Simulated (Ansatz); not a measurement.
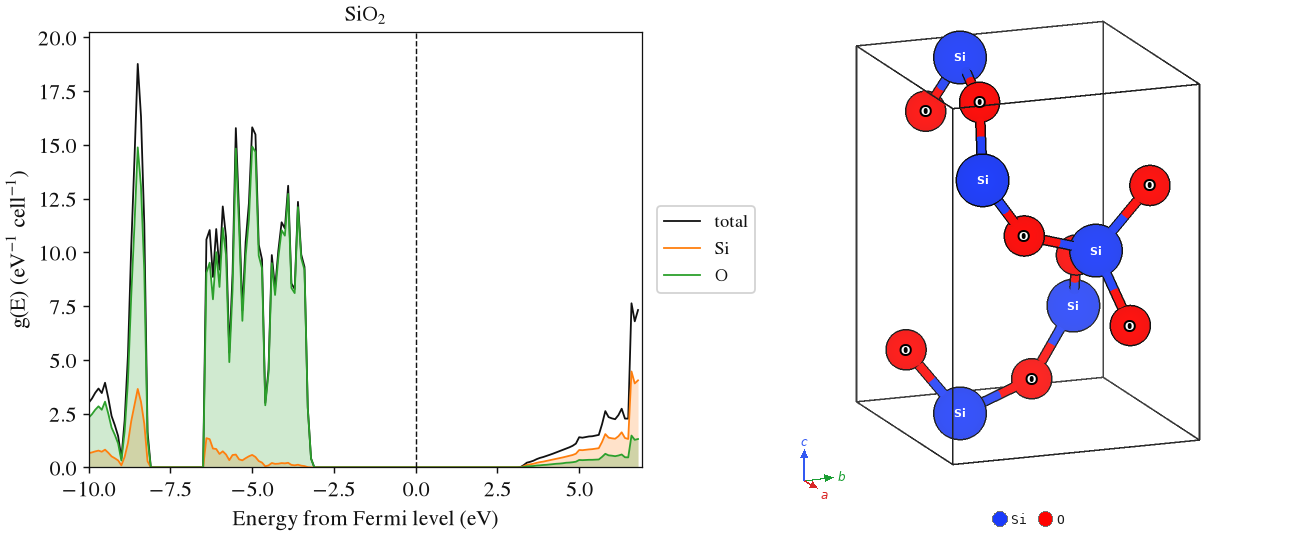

Density of states, beside the structure. Energies are counted from the Fermi level. The partial curves are projected on Löwdin-orthogonalised atomic shells.

Structure: SiO$_{2}$, space group P4_12_12, 12 atoms in the cell; a = 4.99 Å, b = 4.99 Å, c = 6.92 Å, α = 90.00°, β = 90.00°, γ = 90.00°.

Ansatz 0.2.0; DFT r2SCAN, scalar-relativistic, plane waves, PAW, no spin polarisation, 6×6×4 k mesh, 500 eV cutoff.

Question: Metal or insulator, going by the density of states?

Answer: There is a gap; over the k points computed it is 6.34 eV.

Question: How wide is the upper valence band?

Answer: The upper group of valence states starts about 3.2 eV under the valence-band top (which lies at −3.2 eV on this axis), with a gap beneath it; it holds about 32 electrons a cell.

Question: Which states form the top of the valence band?

Answer: By projected weight, the top eV of the valence band is O almost alone.
